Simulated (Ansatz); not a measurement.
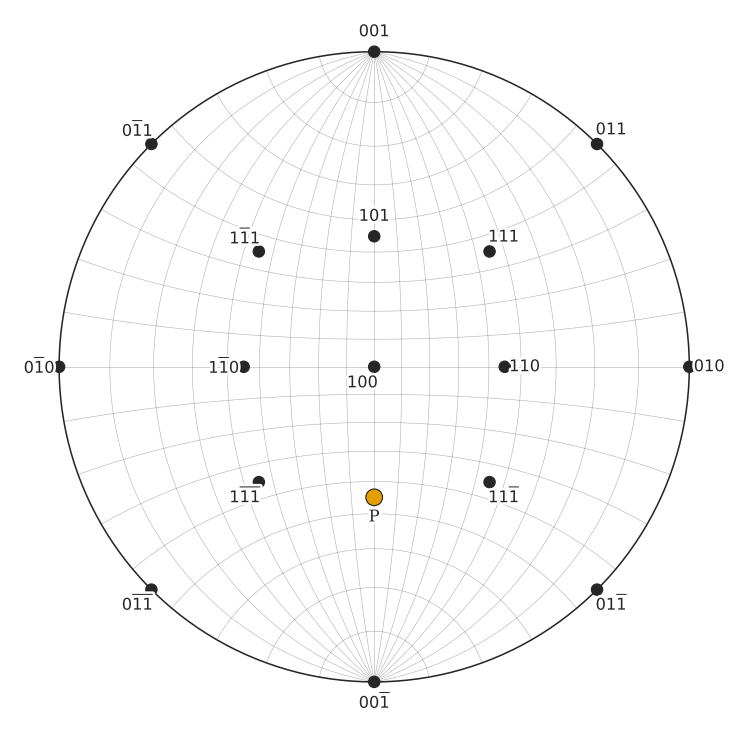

Stereographic projection of plane normals (upper hemisphere) centred on (1 0 0). Crystal: W, the end point of a relaxation with DFT PBE, scalar-relativistic, plane waves, PAW (Ansatz 0.2.0). Symmetry computed with spglib at a tolerance of 0.002 Å; standard conventional cell.

a = 5.079 Å, b = 5.079 Å, c = 5.079 Å, α = 90.00°, β = 90.00°, γ = 90.00°.

Index the pole marked P.

Answer. P is (1 0 −1), 45.0° from the centre.

What is the angle between the normals of (1 −1 1) and (1 0 −1), and what are their d_hkl = 1/|g|?

Answer. 90.0°; d = 2.932 Å and 3.591 Å.
